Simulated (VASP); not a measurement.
# Zr: geometry relaxation (part 2 of 2)

Zr (P6₃/mmc, 2 atoms in the cell); Kohn-Sham DFT of a periodic cell, PBEsol, VASP PAW PBE potentials, recommended, no spin polarisation (VASP 6.6.1); cutoff 600 eV, 15×15×7 k-mesh, methfessel-paxton of 0.1 eV. The structure derives from an entry of the Crystallography Open Database.

Geometry of the input (Å; fractional positions):
```
3.2280  -0.0000  0.0000
-1.6140  2.7955  0.0000
0.0000  -0.0000  5.1813
Zr 0.3333  0.6667  0.2500
Zr 0.6667  0.3333  0.7500
```

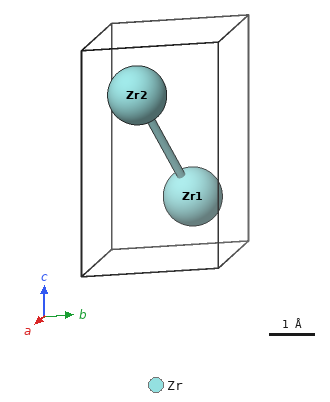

*The geometry at step 1 of the log (ball-and-stick view of the cell of the calculation, seen slightly off an axis; atoms are numbered from 1 in the order of the input).*

**Parts of OUTCAR, continued**
```
   NGX = 13   NGY = 13   NGZ = 21

--------------------------------------- Ionic step        1  -------------------------------------------

 number of electron      24.0000000 magnetization

 Free energy of the ion-electron system (eV)
  ---------------------------------------------------
  ext. energy  EPLUGINS =         0.00000000
  ---------------------------------------------------
  free energy    TOTEN  =       -18.14402711 eV

  energy without entropy =      -18.14458512  energy(sigma->0) =      -18.14421311

------------------------ aborting loop because EDIFF is reached ----------------------------------------

  FORCE on cell =-STRESS in cart. coord.  units (eV):
  Direction    XX          YY          ZZ          XY          YZ          ZX
  --------------------------------------------------------------------------------------
  -------------------------------------------------------------------------------------
  Total       -1.0398083     -1.0398083     -1.1375504      0.0000000      0.0000000     -0.0000000
  in kB      -35.6319400    -35.6319400    -38.9813442      0.0000000      0.0000000     -0.0000000
  external PRESSURE =     -36.7484080 kB  Pullay stress =       0.0000000 kB

 VOLUME and BASIS-vectors are now :
 -----------------------------------------------------------------------------
  energy-cutoff  :      600.00
  volume of cell :       46.75
      direct lattice vectors                 reciprocal lattice vectors
     3.227963140  0.000000000  0.000000000     0.309792881  0.178859003  0.000000000
    -1.613981570  2.795498082  0.000000000     0.000000000  0.357718006  0.000000000
     0.000000000  0.000000000  5.181274915     0.000000000  0.000000000  0.193002691

 POSITION                                       TOTAL-FORCE (eV/Angst)
 -----------------------------------------------------------------------------------
     -0.00000      1.86367      1.29532         0.000000      0.000000      0.000000
      1.61398      0.93183      3.88596        -0.000000     -0.000000      0.000000
 -----------------------------------------------------------------------------------
    total drift:                               -0.000000      0.000000     -0.000000

  FREE ENERGIE OF THE ION-ELECTRON SYSTEM (eV)
  ---------------------------------------------------
  free  energy   TOTEN  =       -18.1440271120 eV

  energy  without entropy=      -18.1445851157  energy(sigma->0) =      -18.14421311

--------------------------------------- Ionic step        2  -------------------------------------------

 number of electron      24.0000000 magnetization

------------------------ aborting loop because EDIFF is reached ----------------------------------------

  FORCE on cell =-STRESS in cart. coord.  units (eV):
  Direction    XX          YY          ZZ          XY          YZ          ZX
  --------------------------------------------------------------------------------------
  -------------------------------------------------------------------------------------
  Total       -1.0585261     -1.0585261     -1.0920771      0.0000000      0.0000000      0.0000000
  in kB      -36.2733575    -36.2733575    -37.4230775      0.0000000      0.0000000      0.0000000
  external PRESSURE =     -36.6565975 kB  Pullay stress =       0.0000000 kB

 VOLUME and BASIS-vectors are now :
 -----------------------------------------------------------------------------
  energy-cutoff  :      600.00
  volume of cell :       46.75
      direct lattice vectors                 reciprocal lattice vectors
     3.230501958  0.000000000 -0.000000000     0.309549418  0.178718440 -0.000000000
    -1.615250979  2.797696763  0.000000000    -0.000000000  0.357436879 -0.000000000
     0.000000000  0.000000000  5.173134295     0.000000000 -0.000000000  0.193306406

 POSITION                                       TOTAL-FORCE (eV/Angst)
 -----------------------------------------------------------------------------------
     -0.00000      1.86513      1.29328         0.000000     -0.000000      0.000000
      1.61525      0.93257      3.87985        -0.000000      0.000000     -0.000000
 -----------------------------------------------------------------------------------
    total drift:                               -0.000000      0.000000     -0.000000

  FREE ENERGIE OF THE ION-ELECTRON SYSTEM (eV)
  ---------------------------------------------------
  free  energy   TOTEN  =       -18.1441313737 eV

  energy  without entropy=      -18.1447485726  energy(sigma->0) =      -18.14433711

--------------------------------------- Ionic step        3  -------------------------------------------

 number of electron      24.0000000 magnetization

 Free energy of the ion-electron system (eV)
  ---------------------------------------------------
  ext. energy  EPLUGINS =         0.00000000
  ---------------------------------------------------
  free energy    TOTEN  =       -18.14414562 eV

  energy without entropy =      -18.14478890  energy(sigma->0) =      -18.14436005

 E-fermi :   8.8305     XC(G=0): -11.1835     alpha+bet :-15.8734

 val. band max:        8.8229514465   @ k =   0.3333   0.2667   0.2857
 cond. band min:       8.8309647329   @ k =   0.2000   0.2000   0.4286
 fundamental gap:      0.0080132864
 Fermi energy:         8.8305122386

 k-point     1 :       0.0000    0.0000    0.0000
  band No.  band energies     occupation
      1     -39.9253      2.00000
      2     -39.7744      2.00000
      3     -18.4688      2.00000
      4     -17.5999      2.00000
      5     -17.5999      2.00000
      6     -17.4732      2.00000
      7     -17.4616      2.00000
      8     -17.4616      2.00000
      9       3.1529      2.00000
     10       5.7854      2.00000
     11       9.6831     -0.00000
     12       9.6831     -0.00000
     13       9.7905     -0.00000
     14       9.9526     -0.00000
     15      10.3639     -0.00000
     16      10.3639     -0.00000

 k-point     2 :       0.0667    0.0000    0.0000
  band No.  band energies     occupation
      1     -39.9203      2.00000
      2     -39.7722      2.00000
      3     -18.4552      2.00000
      4     -17.6304      2.00000
      5     -17.6098      2.00000
      6     -17.4933      2.00000
      7     -17.4789      2.00000
      8     -17.4656      2.00000
      9       3.2781      2.00000
     10       5.9014      2.00000
     11       9.3427     -0.00000
     12       9.7006     -0.00000
     13       9.7989     -0.00000
     14      10.0608     -0.00000
     15      10.2556     -0.00000
     16      10.4727     -0.00000

 k-point     3 :       0.1333    0.0000    0.0000
  band No.  band energies     occupation
      1     -39.9057      2.00000
      2     -39.7662      2.00000
      3     -18.4157      2.00000
      4     -17.7166      2.00000
      5     -17.6373      2.00000
      6     -17.5815      2.00000
      7     -17.4961      2.00000
      8     -17.4777      2.00000
      9       3.6388      2.00000
     10       6.2183      2.00000
     11       8.8847      0.21604
     12       9.0976     -0.00104
     13       9.9451     -0.00000
     14      10.1414     -0.00000
     15      10.4312     -0.00000
     16      10.5633     -0.00000

 k-point     4 :       0.2000    0.0000    0.0000
  band No.  band energies     occupation
      1     -39.8837      2.00000
      2     -39.7579      2.00000
      3     -18.3537      2.00000
      4     -17.8434      2.00000
      5     -17.7072      2.00000
      6     -17.6764      2.00000
      7     -17.5250      2.00000
      8     -17.4966      2.00000
      9       4.1890      2.00000
     10       6.6153      2.00000
     11       8.4049      2.00000
     12       8.4672      2.00000
     13       9.6289     -0.00000
     14      10.2543     -0.00000
     15      10.2887     -0.00000
     16      10.6949     -0.00000

 k-point     5 :       0.2667    0.0000    0.0000
  band No.  band energies     occupation
      1     -39.8572      2.00000
      2     -39.7494      2.00000
      3     -18.2749      2.00000
      4     -17.9887      2.00000
      5     -17.8461      2.00000
      6     -17.7196      2.00000
      7     -17.5656      2.00000
      8     -17.5194      2.00000
      9       4.8473      2.00000
     10       6.8226      2.00000
     11       7.7670      2.00000
     12       8.2827      2.00000
     13       9.4802     -0.00000
     14       9.9340     -0.00000
     15      10.0289     -0.00000
     16      11.4288      0.00000

 [... the levels of 18 k-points are left out ...]

 k-point    24 :       0.4000    0.2000    0.0000
  band No.  band energies     occupation
      1     -39.7739      2.00000
      2     -39.7433      2.00000
      3     -18.2266      2.00000
      4     -18.0628      2.00000
      5     -17.9709      2.00000
      6     -17.9371      2.00000
      7     -17.7716      2.00000
      8     -17.7291      2.00000
      9       6.7355      2.00000
     10       6.9622      2.00000
     11       7.0179      2.00000
     12       8.0976      2.00000
     13       9.0491     -0.00838
     14       9.3543     -0.00000
     15      10.4084     -0.00000
     16      13.0141      0.00000

 [... further k-points ...]

------------------------ aborting loop because EDIFF is reached ----------------------------------------

  FORCE on cell =-STRESS in cart. coord.  units (eV):
  Direction    XX          YY          ZZ          XY          YZ          ZX
  --------------------------------------------------------------------------------------
  -------------------------------------------------------------------------------------
  Total       -1.0669316     -1.0669316     -1.0701443      0.0000000      0.0000000      0.0000000
  in kB      -36.5613954    -36.5613954    -36.6714878      0.0000000      0.0000000      0.0000000
  external PRESSURE =     -36.5980929 kB  Pullay stress =       0.0000000 kB

 VOLUME and BASIS-vectors are now :
 -----------------------------------------------------------------------------
  energy-cutoff  :      600.00
  volume of cell :       46.75
      direct lattice vectors                 reciprocal lattice vectors
     3.231715359  0.000000000 -0.000000000     0.309433192  0.178651337 -0.000000000
    -1.615857679  2.798747598  0.000000000    -0.000000000  0.357302674 -0.000000000
     0.000000000  0.000000000  5.169250348     0.000000000 -0.000000000  0.193451648

 POSITION                                       TOTAL-FORCE (eV/Angst)
 -----------------------------------------------------------------------------------
     -0.00000      1.86583      1.29231         0.000000      0.000000      0.000000
      1.61586      0.93292      3.87694        -0.000000     -0.000000     -0.000000
 -----------------------------------------------------------------------------------
    total drift:                               -0.000000      0.000000     -0.000000

  FREE ENERGIE OF THE ION-ELECTRON SYSTEM (eV)
  ---------------------------------------------------
  free  energy   TOTEN  =       -18.1441456239 eV

  energy  without entropy=      -18.1447888987  energy(sigma->0) =      -18.14436005

 reached required accuracy - stopping structural energy minimisation
```

**CONTCAR**
```
Zr
   1.00000000000000
     3.2317153586627358    0.0000000000042788   -0.0000000000000000
    -1.6158576794277786    2.7987475983387626    0.0000000000000000
     0.0000000000000000    0.0000000000000000    5.1692503482981156
  Zr
     2
Direct
     0.3333333332999970    0.6666666667000030    0.2500000000000000
     0.6666666667000030    0.3333333332999970    0.7500000000000000

  0.00000000E+00  0.00000000E+00  0.00000000E+00
  0.00000000E+00  0.00000000E+00  0.00000000E+00
```

**Trajectory as extended XYZ (Å, eV, eV/Å), 3 frames, from step=0 to step=2**
```
2
Lattice="3.2280 0.0000 0.0000 -1.6140 2.7955 0.0000 0.0000 0.0000 5.1813" Properties=species:S:1:pos:R:3:forces:R:3 step=0 energy=-18.14403
Zr    0.0000    1.8637    1.2953    0.0000   0.0000   0.0000
Zr    1.6140    0.9318    3.8860    0.0000   0.0000   0.0000
2
Lattice="3.2305 0.0000 -0.0000 -1.6153 2.7977 0.0000 0.0000 0.0000 5.1731" Properties=species:S:1:pos:R:3:forces:R:3 step=1 energy=-18.14413
Zr    0.0000    1.8651    1.2933    0.0000   0.0000   0.0000
Zr    1.6153    0.9326    3.8799    0.0000   0.0000   0.0000
2
Lattice="3.2317 0.0000 -0.0000 -1.6159 2.7987 0.0000 0.0000 0.0000 5.1693" Properties=species:S:1:pos:R:3:forces:R:3 step=2 energy=-18.14415
Zr    0.0000    1.8658    1.2923    0.0000   0.0000   0.0000
Zr    1.6159    0.9329    3.8769    0.0000   0.0000   0.0000
```
